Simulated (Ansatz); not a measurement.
## Geometry relaxation of CoO (part 2 of 2)

The same run, continued: CoO (P6₃mc, 4 atoms in the cell); DFT PBE+U, scalar-relativistic, plane waves, PAW, Ueff = 3.32 eV on Co d, spin-polarised (Ansatz 0.2.0); cutoff 420 eV, 12×12×6 k-mesh, Gaussian smearing of 0.02 eV, collinear spins. The structure derives from a Materials Project entry. It belongs to a series of runs on one base structure; here: volume × 0.94, shape and atoms relaxed.

Geometry of the input (Å; fractional positions):
```
3.2172  0.0000  0.0000
-1.6086  2.7862  0.0000
0.0000  0.0000  5.1907
Co 0.0000  0.0000  0.0007
Co 0.3333  0.6667  0.5007
O  0.0000  0.0000  0.3743
O  0.3333  0.6667  0.8743
```

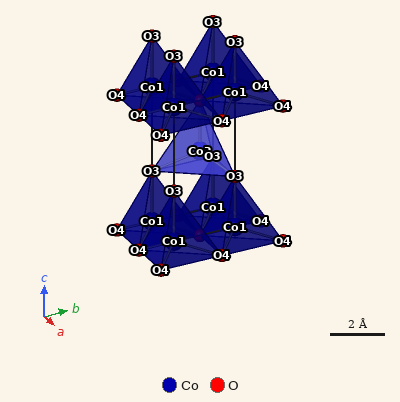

*The geometry at step 2 of the log (polyhedral view of the cell of the calculation, seen slightly off an axis; polyhedra are completed across the faces of the cell; atoms are numbered from 1 in the order of the input).*

Output, continued
```
SCF iter   1: F=—  HF=-11383.130966 eV  |F-HF|=—  |Δ(HF+E_count)|=         —  Δρ=7.22e-4 (↑7.22e-4 ↓7.22e-4)  dr2=9.15e-5  dr2_m=1.15e-4  M=0.000 μB ∫|m|=5.603 μB  β_m=0.30  ethr=1.90e-7  ⟨swp⟩=2.0  Hψ=28969  notcnv=0
preconditioner: auto → Resta (q_TF=auto, 2.723 Å⁻¹)  ε∞=7.1  [insulator: Δε(μ)=1.126 eV  Ē_g=12.080 eV  σ=0.020 eV  W_gap=1.00  n_scr=22 (ndim 8)  ℏωp=29.8 eV  f_vac=0.060  D(μ)=0.00/eV (n_scr^D=0)  ε∞_Penn≈7.1]
spin=Collinear: Resta preconditioning applied to the charge; magnetization (m = ρ↑ − ρ↓) channel mixes plain (no charge-response kernel on spin).
SCF iter   2: F=—  HF=-11383.131022 eV  |F-HF|=—  |Δ(HF+E_count)|=   5.62e-5  Δρ=5.22e-4 (↑5.22e-4 ↓5.22e-4)  dr2=5.09e-5  dr2_m=5.93e-5  M=0.000 μB ∫|m|=5.603 μB  β_m=0.65  ethr=1.90e-7  ⟨swp⟩=1.0  Hψ=6200  notcnv=0
SCF iter   3: F=—  HF=-11383.131092 eV  |F-HF|=—  |Δ(HF+E_count)|=   6.98e-5  Δρ=5.47e-5 (↑5.46e-5 ↓5.47e-5)  dr2=1.08e-6  dr2_m=5.71e-7  M=0.000 μB ∫|m|=5.603 μB  β_m=0.82  ethr=1.11e-7  ⟨swp⟩=2.0  Hψ=10722  notcnv=0
SCF iter   4: F=—  HF=-11383.131094 eV  |F-HF|=—  |Δ(HF+E_count)|=   2.12e-6  Δρ=3.82e-5 (↑3.78e-5 ↓3.82e-5)  dr2=1.12e-6  dr2_m=1.70e-7  M=0.000 μB ∫|m|=5.603 μB  β_m=0.88  ethr=2.35e-9  ⟨swp⟩=2.0  Hψ=10793  notcnv=0
SCF iter   5: F=—  HF=-11383.131095 eV  |F-HF|=—  |Δ(HF+E_count)|=   5.93e-7  Δρ=2.26e-5 (↑2.24e-5 ↓2.26e-5)  dr2=4.54e-7  dr2_m=2.71e-8  M=0.000 μB ∫|m|=5.603 μB  β_m=0.83  ethr=2.35e-9  ⟨swp⟩=2.0  Hψ=9200  notcnv=0
SCF iter   6: F=—  HF=-11383.131095 eV  |F-HF|=—  |Δ(HF+E_count)|=   7.60e-8  Δρ=1.25e-5 (↑1.25e-5 ↓1.24e-5)  dr2=1.17e-7  dr2_m=7.24e-9  M=0.000 μB ∫|m|=5.603 μB  β_m=0.72  ethr=9.87e-10  ⟨swp⟩=2.0  Hψ=10411  notcnv=0
SCF iter   7: F=-11383.131095 eV  HF=-11383.131095 eV  |F-HF|=4.53e-9  |Δ(HF+E_count)|=   1.43e-8  Δρ=3.12e-6 (↑3.12e-6 ↓3.12e-6)  dr2=4.72e-9  dr2_m=1.47e-9  M=0.000 μB ∫|m|=5.603 μB  ethr=3.79e-11  ⟨swp⟩=5.0  Hψ=35671  notcnv=0
SCF 3 converged in 7 iterations: F = -11383.131095 eV  dr2 = 4.72e-9
relax step   3: F+E_penalty+E_count = -11383.13109463 eV  Δ(F+E_penalty+E_count) = -1.015e-4 eV  max|allowed force component| = 6.719e-3 eV/Å  Δτ_max = 0.0021 Å  P = +9.032 GPa  Ω = 46.529 Å³  energy of the carried Pulay correction = -3.192e-17 eV  fix = [volume]  reactions: volume +9.032 GPa  (7 SCF iters, dr2 threshold 1.75e-8 eV, accepted)
Initial wavefunctions: pseudopotential atomic-orbital guess (no wavefunctions were taken with the density)
iter 1 solved again at ethr=1.07e-7 eV; its pass at ethr=3.10e-3 eV (dr2=4.90e-5 eV) is discarded
SCF iter   1: F=—  HF=-11383.130866 eV  |F-HF|=—  |Δ(HF+E_count)|=         —  Δρ=7.12e-5 (↑7.12e-5 ↓7.12e-5)  dr2=8.50e-8  dr2_m=1.66e-6  M=0.000 μB ∫|m|=5.603 μB  β_m=0.30  ethr=1.07e-7  ⟨swp⟩=3.0  Hψ=40105  notcnv=0
preconditioner: auto → Resta (q_TF=auto, 2.723 Å⁻¹)  ε∞=7.1  [insulator: Δε(μ)=1.125 eV  Ē_g=12.080 eV  σ=0.020 eV  W_gap=1.00  n_scr=22 (ndim 8)  ℏωp=29.8 eV  f_vac=0.060  D(μ)=0.00/eV (n_scr^D=0)  ε∞_Penn≈7.1]
spin=Collinear: Resta preconditioning applied to the charge; magnetization (m = ρ↑ − ρ↓) channel mixes plain (no charge-response kernel on spin).
SCF iter   2: F=—  HF=-11383.130988 eV  |F-HF|=—  |Δ(HF+E_count)|=   1.22e-4  Δρ=4.99e-5 (↑4.99e-5 ↓4.99e-5)  dr2=4.38e-8  dr2_m=8.14e-7  M=0.000 μB ∫|m|=5.603 μB  β_m=0.65  ethr=1.85e-10  ⟨swp⟩=2.0  Hψ=10771  notcnv=0
SCF iter   3: F=—  HF=-11383.131111 eV  |F-HF|=—  |Δ(HF+E_count)|=   1.23e-4  Δρ=1.49e-6 (↑1.49e-6 ↓1.48e-6)  dr2=1.15e-9  dr2_m=3.13e-10  M=0.000 μB ∫|m|=5.603 μB  β_m=0.79  ethr=9.53e-11  ⟨swp⟩=2.0  Hψ=9200  notcnv=0
SCF iter   4: F=—  HF=-11383.131111 eV  |F-HF|=—  |Δ(HF+E_count)|=   1.47e-9  Δρ=9.84e-7 (↑9.84e-7 ↓9.79e-7)  dr2=6.20e-10  dr2_m=1.30e-10  M=0.000 μB ∫|m|=5.603 μB  β_m=0.89  ethr=1.00e-12  ⟨swp⟩=6.0  Hψ=27941  notcnv=0
SCF iter   5: F=—  HF=-11383.131111 eV  |F-HF|=—  |Δ(HF+E_count)|=  6.15e-10  Δρ=9.44e-7 (↑9.44e-7 ↓9.37e-7)  dr2=8.29e-10  dr2_m=5.40e-11  M=0.000 μB ∫|m|=5.603 μB  β_m=0.82  ethr=1.35e-12  ⟨swp⟩=2.0  Hψ=10717  notcnv=0
SCF iter   6: F=-11383.131111 eV  HF=-11383.131111 eV  |F-HF|=6.55e-11  |Δ(HF+E_count)|=  2.73e-11  Δρ=3.39e-7 (↑3.38e-7 ↓3.39e-7)  dr2=8.68e-11  dr2_m=5.81e-12  M=0.000 μB ∫|m|=5.603 μB  ethr=1.00e-12  ⟨swp⟩=4.0  Hψ=31046  notcnv=0
SCF 4 converged in 6 iterations: F = -11383.131111 eV  dr2 = 8.68e-11
relax step   4: F+E_penalty+E_count = -11383.13111135 eV  Δ(F+E_penalty+E_count) = -1.672e-5 eV  max|allowed force component| = 6.784e-3 eV/Å  Δτ_max = 0.0000 Å  P = +9.033 GPa  Ω = 46.529 Å³  fix = [volume]  reactions: volume +9.033 GPa  stress off target by 3.90e-2 GPa on what of the cell is left free  SCF on the basis re-selected at this cell (its energy is not comparable with the rows above)  (6 SCF iters)
```

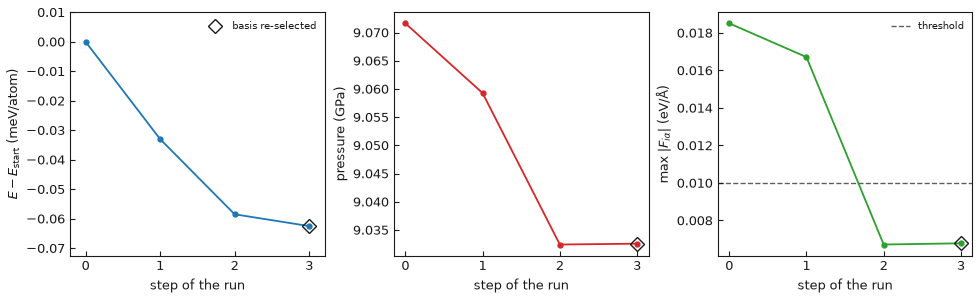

*Progress of the relaxation, step by step (the first geometry is step 0 here and step 1 in the log).*

No atom moves by more than 0.005 Å relative to the cell. The space group stays P6_3mc (No. 186). The energy falls by 0.1 meV per atom in 2 geometry steps. Largest force component: 0.019 eV/Å at the start, 0.0068 eV/Å at the end. Pressure: 9.07 GPa at the start and 9.03 GPa at the end. A last SCF at the same geometry on a re-selected plane-wave basis shifts the energy by next to nothing (0.0 meV per atom). (Atoms are counted from 1 in the order of the input.)

```
basis re-selected at this cell: Δ(F+E_penalty+E_count) = -1.672e-5 eV, ΔP = +0.000 GPa vs the last step (what re-selecting the basis moved, of the pressure what is left beyond the Pulay correction that the steps carried, after the strain that the cell walked since its last selection, with what the two solves' SCF thresholds leave and, on support functions, any second-order correction that the steps lacked; it is no measure of the basis error at this ecutwfc). This SCF's stress stands 3.90e-2 GPa from its target on what of the cell is left free (relax.cell.stress_tol is 1.00e-1 GPa) and its largest allowed force component is 6.78e-3 eV/Å (relax.f_tol is 1.00e-2 eV/Å): within both
SCF converged after 6 iterations
Magnetization: 0.0000 μB (23.0000 up, 23.0000 down)
Absolute magnetization: 5.5983 μB (∫|ρ↑−ρ↓|, with the PAW one-centre terms)
Spin contamination: 2.9248 ħ² per cell (⟨S²⟩ above its minimum at these occupations)
Per-site moments (μB) at R_I (Å): [(-2.3808274279939354, 0.799769607820319), (2.380827295038004, 0.7997695152271842), (0.09905211144556834, 0.799769607820319), (-0.09905211442318244, 0.7997695152271842)]
Free energy (F): -11383.131111 eV
Harris-Foulkes:  -11383.131111 eV  (|F-HF|=6.55e-11)
Internal energy: -11383.131111 eV  (E = F + TS)
E sigma→0 (E₀):  -11383.131111 eV
Fermi energy:    10.757407 eV
--- Per-component energies (eV) ---
  E_band       = -764.747999
  E_kinetic    = 1238.047524
  E_local      = -7814.772442  (includes V_loc(G=0)·N_el)
  E_nonlocal   = 1027.499157
  E_hartree    = 3225.993243
  E_xc         = -457.784119
  E_vxc        = -588.145047  (∫ρ·V_xc dr)
  E_hubbard    = 1.291758  (on-site DFT+U / exact-exchange correction)
  E_vhub       = -21.722503  (the Hubbard potential's part of the band-sum identity)
  E_paw        = -3354.282519  (= ΣΔE_a)
  E_vpaw       = -1057.645507  (= ΣTr[D̂ρ^β])
  E_aug_tail   = 0.005298  (compensation charges beyond the density's cutoff)
  E_ewald      = -5249.129012
  E_smearing   = -0.000000  (= −TS)
  E_closure    = -0.000000  (closes the sum)
  Σ components = -11383.131111   (vs F -11383.131111, Δ=0.00e0)
--- Forces (eV/Å), atoms counted from 1 ---
  atom   1  Co     0.00000000    -0.00000000     0.00677920
  atom   2  Co    -0.00000000     0.00000000     0.00677371
  atom   3  O     -0.00000000     0.00000000    -0.00678538
  atom   4  O      0.00000000     0.00000000    -0.00678498
  max |Σ_I F_I| component: 1.74e-5 eV/Å
--- Stress (GPa, compression-positive) ---
        9.052078       0.000000       0.000000
        0.000000       9.052078       0.000000
        0.000000       0.000000       8.993536
  P = ⅓ Tr σ = 9.0326 GPa (90.326 kbar)
--- Band table (eV; the first three rows and the last of 200) ---
  k-point 0 ↑: bands = ["-85.8807", "-82.7783", "-49.2339", "-49.1279", "-49.1279", "-46.1647", "-46.1082", "-46.1082", "-8.5288", "-7.8465", "4.1572", "4.1892", "4.1892", "4.8401", "6.2255", "6.2255", "7.2483", "7.2483", "8.6330", "8.6330", "8.7966", "10.0988", "10.0988", "11.3198", "13.6505", "14.2603", "14.2603", "16.5780", "18.5257", "24.4867", "24.4867"]
  k-point 1 ↑: bands = ["-85.8806", "-82.7782", "-49.2339", "-49.1279", "-49.1279", "-46.1646", "-46.1082", "-46.1082", "-8.4875", "-7.8889", "4.0139", "4.1845", "4.1845", "4.9501", "6.2021", "6.2021", "7.2995", "7.2995", "8.6051", "8.6051", "8.7286", "10.1225", "10.1225", "11.6689", "13.6641", "14.2408", "14.2408", "16.0757", "19.0159", "24.2381", "24.4584"]
  k-point 2 ↑: bands = ["-85.8807", "-82.7782", "-49.2338", "-49.1279", "-49.1279", "-46.1647", "-46.1082", "-46.1082", "-8.3788", "-7.9997", "3.8153", "4.1750", "4.1750", "5.0676", "6.1590", "6.1590", "7.4039", "7.4039", "8.5428", "8.5428", "8.6597", "10.1701", "10.1701", "12.4550", "13.6928", "14.2008", "14.2008", "15.1583", "19.9818", "22.6840", "24.4318"]
  k-point 99 ↓: bands = ["-85.8797", "-82.7770", "-49.2322", "-49.1390", "-49.1370", "-46.1626", "-46.1213", "-46.1185", "-7.8628", "-7.5905", "4.3596", "4.3637", "4.5670", "5.1464", "5.3283", "6.0148", "6.2061", "7.3781", "8.2579", "8.3725", "8.3884", "9.2202", "9.3516", "12.0779", "13.2157", "13.3498", "18.0695", "19.0174", "19.1068", "19.3039", "20.0243"]
Occupation matrices written to [file]
--- Relaxed structure (3 steps of the walk, 3 accepted, 1 SCFs on fresh bases) ---
  F+E_penalty+E_count = -11383.13111135 eV   max|allowed force component| = 6.784e-3 eV/Å   (the final SCF, on the basis selected at the relaxed cell)
  cell:  # Å, volume = 46.5288 Å³
    - [3.2124281162723194, -1.7851365785067194e-19, 5.355409735520019e-19]
    - [-1.6062140581361597, 2.782044356523219, -2.67770486776e-19]
    - [8.640356066008156e-19, 1.6676598882832763e-33, 5.206241954108453]
  atoms:
    - { symbol: Co, position: [1.0873221379461672e-19, -2.775557561562891e-17, 0.0012972636757770612] }
    - { symbol: Co, position: [0.3333333333333333, 0.6666666666666666, 0.5012973209338274] }
    - { symbol: O, position: [-1.0873973700263624e-19, -2.7755575615628914e-17, 0.3737032006237767] }
    - { symbol: O, position: [0.3333333333333333, 0.6666666666666666, 0.8737032147666188] }
--- Löwdin populations: 4 sites ---
  site symbol       q [e]    m [muB]
     0     Co     15.8333    -2.5927
     1     Co     15.8333     2.5927
     2      O      7.0286     0.1540
     3      O      7.0286    -0.1540
  spilling = 0.006006 (of n_electrons = 46.000000)
```

File populations.tsv
```
# site	symbol	l	j	q_up	q_dn
# orbitals = lowdin
# n_electrons = 46.000000
# spilling = 0.006006
# projection_atom_Co: [Ne] 3s2 3p6 3d7 4s2
# projection_atom_O: [He] 2s2 2p4
0	Co	0_3S	-	0.996669	0.996373
0	Co	0_4S	-	0.237790	0.254079
0	Co	1_3P	-	2.998290	2.998998
0	Co	2_3D	-	2.387539	4.963557
1	Co	0_3S	-	0.996373	0.996669
1	Co	0_4S	-	0.254079	0.237790
1	Co	1_3P	-	2.998998	2.998290
1	Co	2_3D	-	4.963557	2.387539
2	O	0_2S	-	0.918374	0.899932
2	O	1_2P	-	2.672909	2.537359
3	O	0_2S	-	0.899932	0.918374
3	O	1_2P	-	2.537359	2.672909
```

Trajectory as extended XYZ (Å, eV, eV/Å), 4 frames, from step=1 to step=4
```
4
Lattice="3.2172 0.0000 0.0000 -1.6086 2.7862 0.0000 0.0000 0.0000 5.1907" Properties=species:S:1:pos:R:3:forces:R:3 step=1 energy=-11383.13086 pressure_GPa=9.07
Co    0.0000    0.0000    0.0036    0.0000   0.0000   0.0185
Co    0.0000    1.8575    2.5989    0.0000   0.0000   0.0185
O     0.0000    0.0000    1.9429    0.0000   0.0000  -0.0185
O     0.0000    1.8575    4.5383    0.0000   0.0000  -0.0185
4
Lattice="3.2155 0.0000 0.0000 -1.6077 2.7847 0.0000 0.0000 0.0000 5.1964" Properties=species:S:1:pos:R:3:forces:R:3 step=2 energy=-11383.13099 pressure_GPa=9.06
Co    0.0000    0.0000    0.0046    0.0000   0.0000   0.0167
Co    0.0000    1.8564    2.6029    0.0000   0.0000   0.0167
O     0.0000    0.0000    1.9440    0.0000   0.0000  -0.0167
O     0.0000    1.8564    4.5422    0.0000   0.0000  -0.0167
4
Lattice="3.2124 0.0000 0.0000 -1.6062 2.7820 0.0000 0.0000 0.0000 5.2062" Properties=species:S:1:pos:R:3:forces:R:3 step=3 energy=-11383.13110 pressure_GPa=9.03
Co    0.0000    0.0000    0.0068    0.0000   0.0000   0.0067
Co    0.0000    1.8547    2.6099    0.0000   0.0000   0.0067
O     0.0000    0.0000    1.9456    0.0000   0.0000  -0.0067
O     0.0000    1.8547    4.5487    0.0000   0.0000  -0.0067
4
Lattice="3.2124 0.0000 0.0000 -1.6062 2.7820 0.0000 0.0000 0.0000 5.2062" Properties=species:S:1:pos:R:3:forces:R:3 step=4 energy=-11383.13111 pressure_GPa=9.03
Co    0.0000    0.0000    0.0068    0.0000   0.0000   0.0068
Co    0.0000    1.8547    2.6099    0.0000   0.0000   0.0068
O     0.0000    0.0000    1.9456    0.0000   0.0000  -0.0068
O     0.0000    1.8547    4.5487    0.0000   0.0000  -0.0068
```

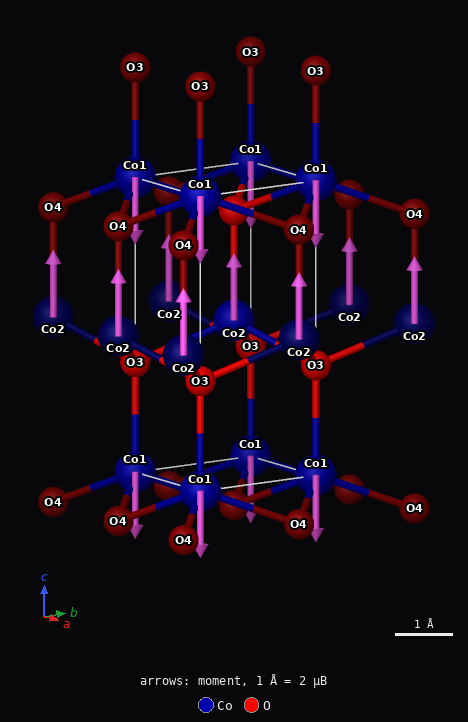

*Magnetic moments of the sites as pink arrows (ball-and-stick view of the cell of the calculation, seen slightly off an axis; neighbours outside the cell are drawn fainter; atoms are numbered from 1 in the order of the input); small moments hardly show. The run is collinear, so the axis drawn is arbitrary.*

Site moments: Co1 (−2.38 μB); Co2 (2.38 μB); O4 (−0.10 μB); O3 (0.10 μB). They are counted near the atoms and needn't add up to the moment of the cell.

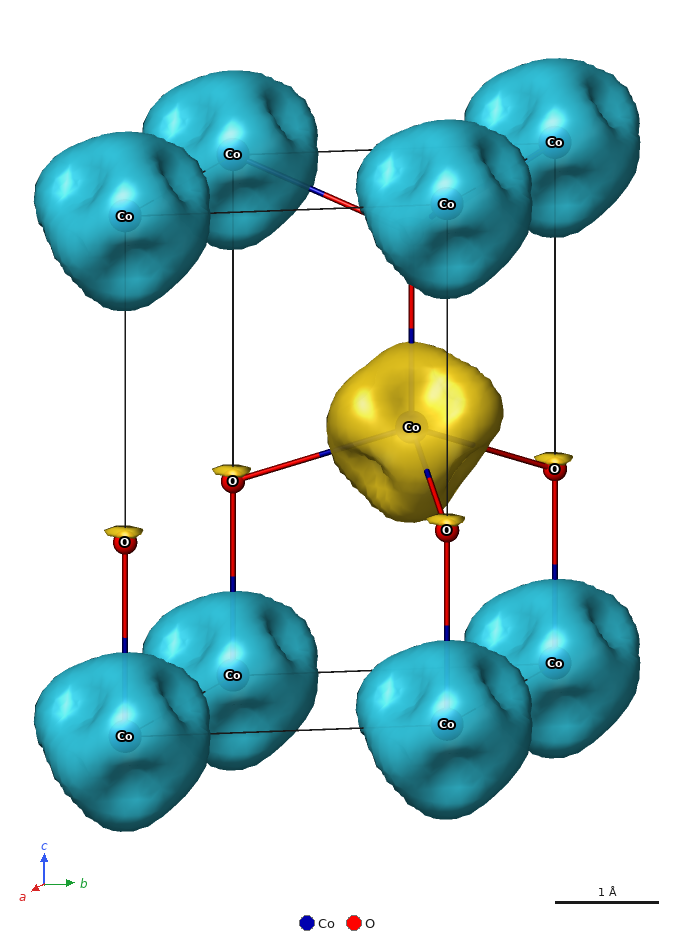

*Isosurfaces of the magnetisation density (up minus down) at +0.2 (yellow) and −0.2 e/Å³ (cyan), seen slightly off an axis. Sticks mark near contacts. The outline is the cell set on symmetry axes of the magnetic structure.*

The cell of the calculation (4 atoms) carries 0.0 μB net. In a PAW calculation such maps are meaningful between the atoms, not at the nuclei.

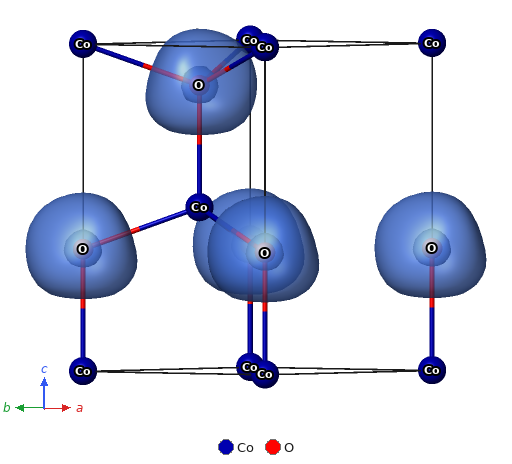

*Isosurface of the ELF at 0.6 (blue), seen at an oblique angle. Only the valence region is drawn (cores and ρ < 0.01 e/Å³ removed). Sticks mark near contacts. The outline is the cell set on symmetry axes of the magnetic structure.*

Profiles from the grid: Co–O (1.94 Å): the ELF is about 0.20 at the midpoint.

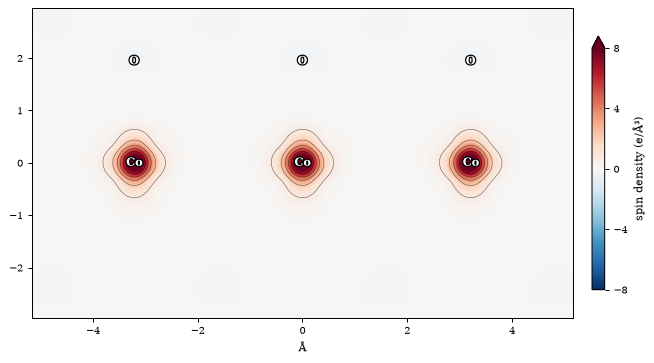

*Spin density (up minus down) on the (010) plane of the conventional cell of the magnetic structure.*

The cell of the calculation (4 atoms) carries 0.0 μB net.
